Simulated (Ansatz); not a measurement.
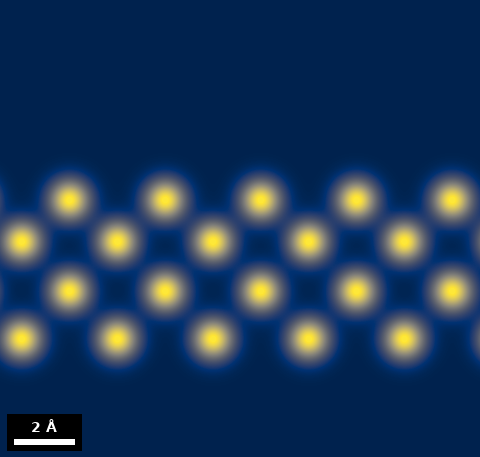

Cross-section of a slab, seen along a direction in its plane, the normal pointing up. The image is simulated as a sum over atoms of Z^1.7, blurred by a 1.10 Å probe (no channelling). Atomic positions: the geometry relaxed in a fixed cell with DFT PBE, scalar-relativistic, plane waves, PAW (Ansatz). The model holds Mo.

**How many atomic planes does the slab have, and what do they hold from top to bottom?**

4 planes (atoms within 0.35 Å in height count as one plane):

```csv
plane,content,depth below the top plane (Å)
1,Mo,0.0
2,Mo,1.4
3,Mo,3.0
4,Mo,4.6
```

**How thick is it, and how does it end on either side?**

The outermost planes are 4.6 Å apart. The upper face ends in Mo and the lower in Mo, so the sequence of planes is the same from both sides.

The model is a slab of composition Mo.
